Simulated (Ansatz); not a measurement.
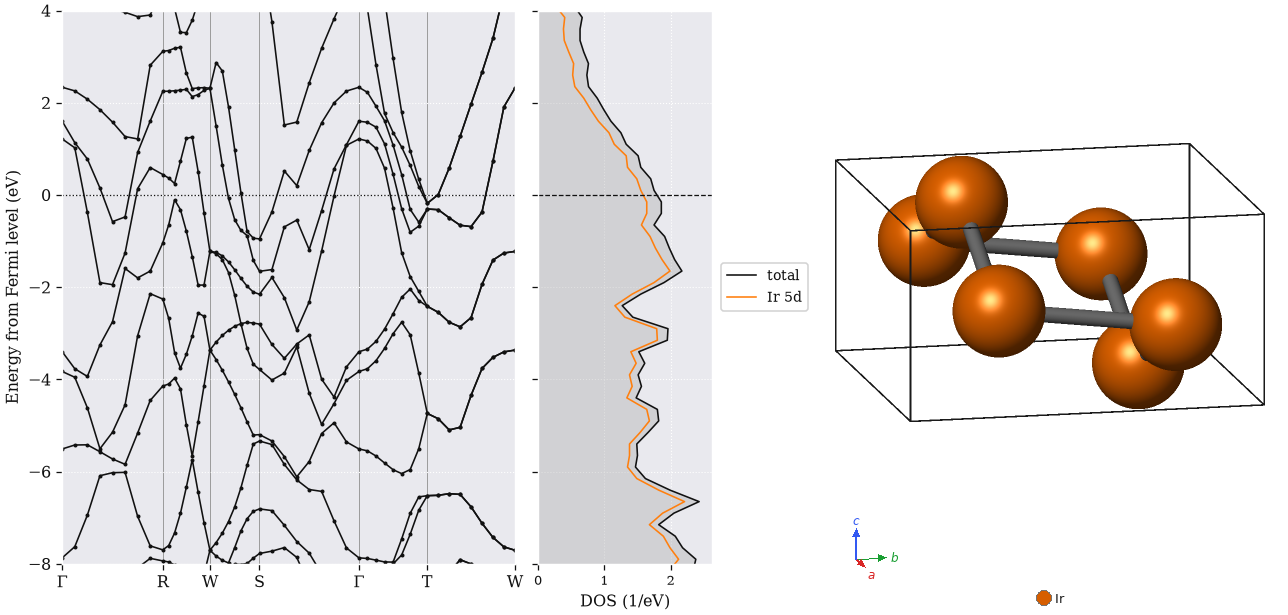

Band structure and density of states, beside the structure. Energies are counted from the Fermi level. The path runs straight from each named point to the next. The partial curves are projected on Löwdin-orthogonalised atomic shells.

System: Ir, space group Imma (No. 74), 2 atoms in the cell, a structure borrowed from another compound.

```yaml
crystal:
  lattice:
    - [0.00000, 0.00000, 2.46502]
    - [2.28956, -2.17598, 1.23251]
    - [2.28956, 2.17598, -1.23251]
  atoms:
    - { symbol: Ir, position: [0.44300, 0.75000, 0.25000] }
    - { symbol: Ir, position: [0.55700, 0.25000, 0.75000] }
```

Method: DFT with r2SCAN, PAW plane waves, no spin polarisation, 15×10×10 k mesh, 500 eV cutoff (Ansatz).

**Is there a gap at the Fermi level?**

A metal: 5 bands cross the Fermi level along this path.

**What is the density of states at the Fermi level?**

The density of states at the Fermi level is about 1.8 per eV and cell (mean within 0.25 eV), or 0.9 per atom.

**Which levels at Γ lie nearest to the Fermi level?**

At Γ the nearest levels lie 3.40 eV below and 1.22 eV above the Fermi level.

The structure was built from a prototype or by substitution, so it need not be a known phase. The atoms aren't at rest in this cell (largest force 1.3 eV/Å), so the relaxed material can differ. The cell is at 136 GPa in this functional. Spin-orbit coupling is left out, which matters for Ir.
